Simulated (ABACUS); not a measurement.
## MoS₂: 7 runs along one coordinate

System: MoS₂ (R3m, 3 atoms in the cell).
Method: Kohn-Sham DFT of a periodic cell, PBE, PseudoDojo NC SR 0.4.1 PBE standard, no spin polarisation (ABACUS 3.10.1).

The 7 runs differ only in the geometry, by an even scaling of the cell at fixed fractional positions. The structure derives from an entry of the Crystallography Open Database.

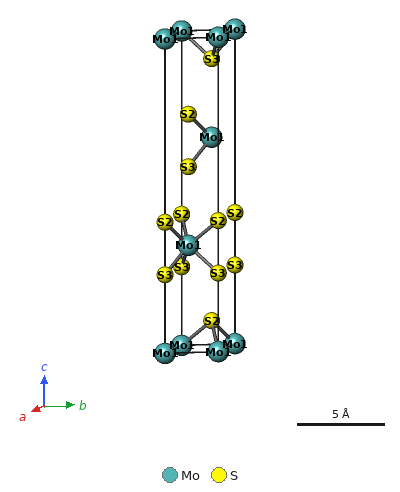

Figure 1. The structure of run 4 (ball-and-stick view of the cell 3 times as large as that of the calculation, set on its symmetry axes, seen slightly off an axis; atoms are numbered from 1 in the order of the input).

### Input of run 4
```
INPUT_PARAMETERS
suffix              MoS2
calculation         scf
basis_type          pw
pseudo_dir          ./
symmetry            1
dft_functional      pbe
ecutwfc             81
pseudo_rcut         10
nspin               1
nbands              17
ks_solver           dav
smearing_method     fd
smearing_sigma      0.00367493
scf_thr             1e-08
scf_nmax            100
mixing_type         broyden
mixing_beta         0.7
cal_force           1
cal_stress          1
kpar                4
```

### File STRU of run 4
```
ATOMIC_SPECIES
Mo 95.9500 Mo.upf
S 32.0600 S.upf

LATTICE_CONSTANT
1.8897261246

LATTICE_VECTORS
1.5800000000 0.9122134253 6.1500000000
-1.5800000000 0.9122134253 6.1500000000
0.0000000000 -1.8244268506 6.1500000000

ATOMIC_POSITIONS
Direct

Mo
0.0
1
0.0000000000 0.0000000000 0.0000000000 1 1 1

S
0.0
2
0.4170000000 0.4170000000 0.4170000000 1 1 1
0.2500000000 0.2500000000 0.2500000000 1 1 1
```

### File KPT of run 4
```
K_POINTS
0
Gamma
10 10 10 0 0 0
```

Command:
```bash
OMP_NUM_THREADS=1 mpirun -np 4 abacus > log
```

Run 3 differs from it as follows:
```diff
-1.5800000000 0.9122134253 6.1500000000
--1.5800000000 0.9122134253 6.1500000000
-0.0000000000 -1.8244268506 6.1500000000
+1.5693956536 0.9060910031 6.1087235885
+-1.5693956536 0.9060910031 6.1087235885
+0.0000000000 -1.8121820061 6.1087235885
```

### Results, with one run withheld

| run | volume per atom (Å³) | free energy per atom, from the lowest run given (meV) | pressure (GPa) | gap on the mesh (eV) |
| --- | --- | --- | --- | --- |
| 1 | 16.664 | 82.84 | 17.01 | 0.90 |
| 2 | 17.019 | 50.00 | 12.73 | 0.92 |
| 3 | 17.373 | ? | ? | ? |
| 4 | 17.728 | 10.39 | 5.42 | 0.96 |
| 5 | 18.083 | 1.91 | 2.29 | 0.97 |
| 6 | 18.437 | 0.00 | −0.52 | 0.98 |
| 7 | 18.792 | 4.00 | −3.06 | 0.99 |

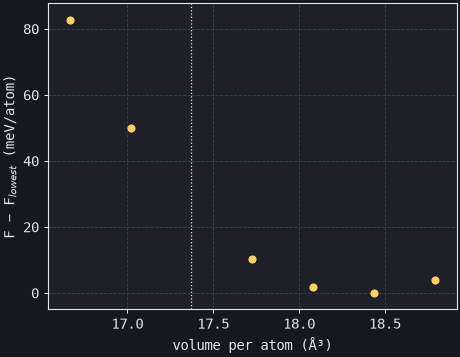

Figure 2. Free energy per atom of the runs given; the dotted line marks run 3.

Fit the runs given and predict run 3.

A cubic polynomial in V^(−2/3) (the Birch–Murnaghan form), fitted to the 6 runs given, misses them by at most 0.01 meV per atom. With x = V^(−2/3) − 0.14690 Å⁻², it reads F = 9.3139 + 5792.9 x + 8.9291e+05 x² + 9.8197e+05 x³ (meV per atom). At run 3 it gives 26.19 meV per atom, and the run itself gives 26.15. The slope of the fit gives a pressure −dF/dV of 8.89 GPa there, and the run prints 8.88 GPa. The fit has its minimum at 18.369 Å³ per atom, where V d²F/dV² gives 141 GPa. Cell shape and fractional positions are held, so this is the stiffness under even scaling; the relaxed bulk modulus wasn't computed and can be far lower in a crystal of layers, chains or molecules like this one. The gap on the mesh goes, without turning, from 0.90 eV in run 1 to 0.99 eV in run 7; run 3 has 0.94 eV. These are gaps of this functional on this mesh, which can miss the band edges; they aren't the measured gap.

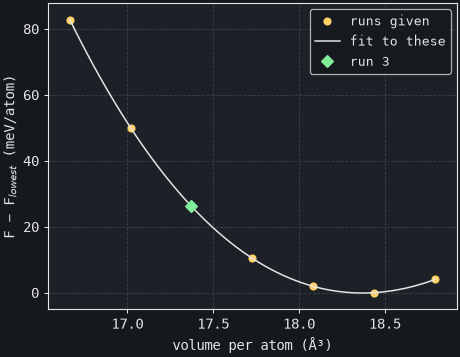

Figure 3. The fit and the withheld run.

### Some lines of the output (run 3)
```
[...]
 E_Fermi        0.7910600298         10.7629238656
 E_Fermi        0.8930567009         12.1506597696
 E_Fermi        0.8808624137         11.9847479800
 E_Fermi        0.8778561165         11.9438452091
 E_Fermi        0.8790291557         11.9598052252
 E_Fermi        0.8794174603         11.9650883806
 E_Fermi        0.8794226982         11.9651596454
 E_Fermi        0.8793885766         11.9646953976
 E_KS(sigma->0) -184.8917868993      -2515.5818152325
 E_Fermi        0.8793753128         11.9645149353
 final etot is -2515.5818157 eV
 EFERMI = 11.964514935 eV
 TOTAL-PRESSURE: 88.837283 KBAR
 !FINAL_ETOT_IS -2515.5818157492517457 eV
```
